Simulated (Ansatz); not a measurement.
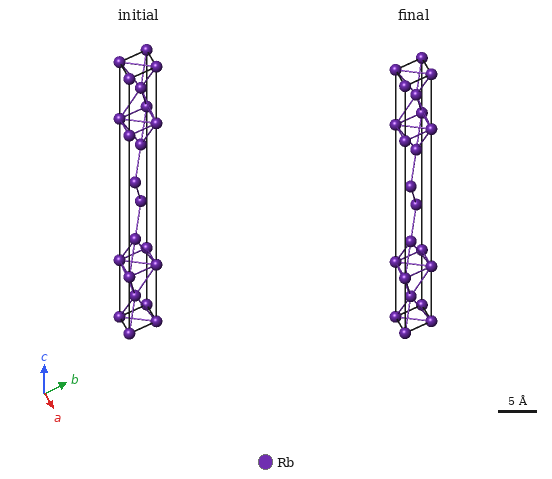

The structure of a crystal of Rb (set up in R-3m) before (left) and after (right) a relaxation, at one scale.

A ball-and-stick model of the conventional cell (3 times the calculation's cell), seen from a free direction. Lengths and directions refer to the drawn axes.

Theory: DFT PBEsol, scalar-relativistic, plane waves, PAW in Ansatz.

Input file:
```yaml
crystal:
  lattice:
    - [2.5376398721, 1.4651070633, 12.68890181]
    - [-2.5376398721, 1.4651070633, 12.68890181]
    - [0.0, -2.9302141265, 12.68890181]
  atoms:
    - { symbol: Rb, position: [0.0, 0.0, 0.0] }
    - { symbol: Rb, position: [0.77762239, 0.77762239, 0.77762239] }
    - { symbol: Rb, position: [0.22237761, 0.22237761, 0.22237761] }
basis:
  ecutwfc: 420
kpoints:
  mp_grid: { grid: [9, 9, 9] }
hamiltonian:
  xc: pbesol
scf:
  occupations: { method: gaussian, width: 0.1 }
output:
  forces: true
  stress: true
  eigenvalues: true
relax:
  adjacent_minimum: "off"
  f_tol: 0.005
  max_steps: 80
  cell: { stress_tol: 0.05 }
```

Summarise the run.

Answer. The energy falls by 17.2 meV per cell of the calculation in 3 accepted moves (4 points after the start). The largest force component goes from 0.0028 to under 0.0001 eV/Å. Pressure: −0.22 GPa at the start and 0.00 GPa at the end. At 1 point the geometry stayed and the basis and grid were re-selected for the new cell (energy shift of less than 0.05 meV per cell of the calculation at most each time). The largest moves relative to the cell, 0.006 Å, are those of Rb2 and Rb3. Rb2 goes along +c. Cell: a = b 5.075 → 4.937 Å (−2.7 %), c 38.067 → 36.918 Å (−3.0 %). Volume −8.2 %. Near-neighbour distances that change, for instance: Rb2–Rb3 5.155 → 4.994 Å, Rb1–Rb2 5.141 → 4.995 Å, Rb1–Rb1 5.075 → 4.937 Å. The space group stays R-3m (No. 166).
